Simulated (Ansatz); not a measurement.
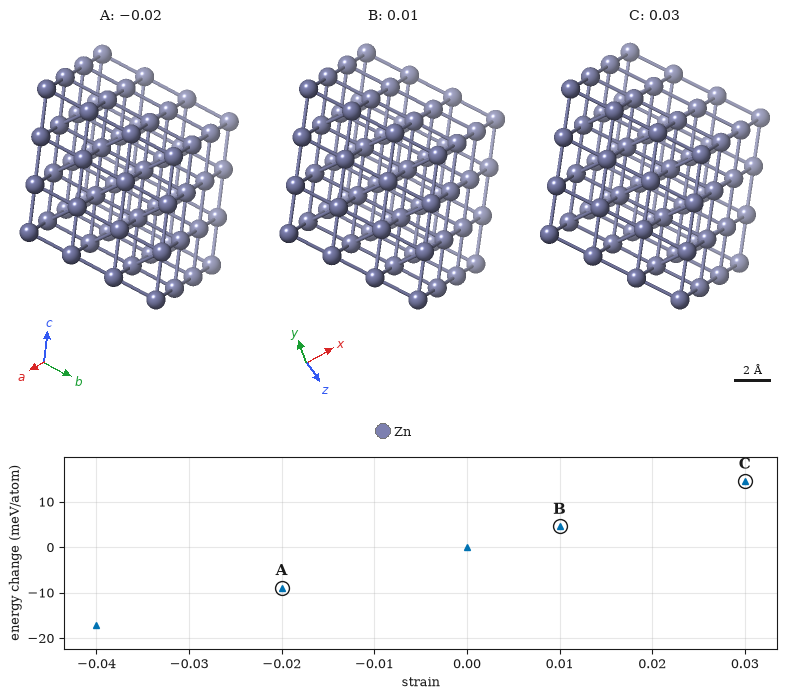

Energy scan for solid Zn (Im-3m), in which the cell is strained along x alone, with the atoms kept at their fractional coordinates. x, y and z are the Cartesian axes of the input. The lettered frames are marked on the plot. A ball-and-stick model of the cell of the calculation, repeated 3 × 3 × 3 with one cell outlined, seen slightly off an axis.

Computed with Ansatz, DFT r2SCAN, scalar-relativistic, plane waves, PAW. (plane-wave cutoff 500 eV; k-point mesh 22 × 22 × 22; occupations gaussian; smearing width 0.15 eV; no spin polarisation). Energies (free energies at the smearing named) are counted from the cell as listed in its source, which wasn't relaxed.

Q: What does the scan show?

A: The lowest computed point lies at the strain −0.04 (−17.0 meV/atom). The energy is still falling at the end of the range, so the minimum along this coordinate lies there or beyond. The unrelaxed reference is under a pressure of −4.7 GPa, which tilts the curve. The distortion takes the space group from Im-3m to I4/mmm. At the strain −0.04 the cell of the drawing goes a 2.718 → 2.682 Å, b 2.718 → 2.682 Å, c 2.718 → 2.682 Å, α 109.5° → 111.7°, β 109.5° → 108.4°, γ 109.5° → 108.4°.
